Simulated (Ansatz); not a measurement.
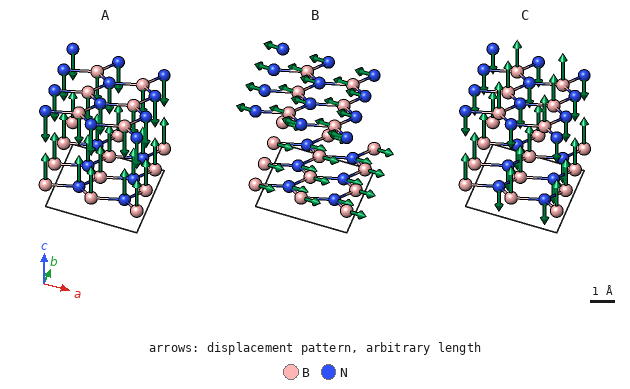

Modes of a free-standing layer of BN (a generated structure), space group P-3m1 (No. 164), at the zone centre (one member of each degenerate set). Displacements are drawn as green arrows; their common scale and sign are arbitrary. Style: ball-and-stick. Shown: the 2 × 3 repeat of the cell, outlined in the plane, without the vacuum, from a free direction.

Theory: Ansatz 0.2.0, DFT PBE+D3(BJ), scalar-relativistic, plane waves, PAW.

Frequencies are those without the non-analytic (LO–TO) term.

### Which are infrared-active and which Raman-active?

A is A₁g, Raman-active by symmetry (76 cm⁻¹). B is E_g, Raman-active by symmetry (30 cm⁻¹). C is A₂u, infrared-active by symmetry (802 cm⁻¹). The crystal has a centre of inversion, so no mode is both.
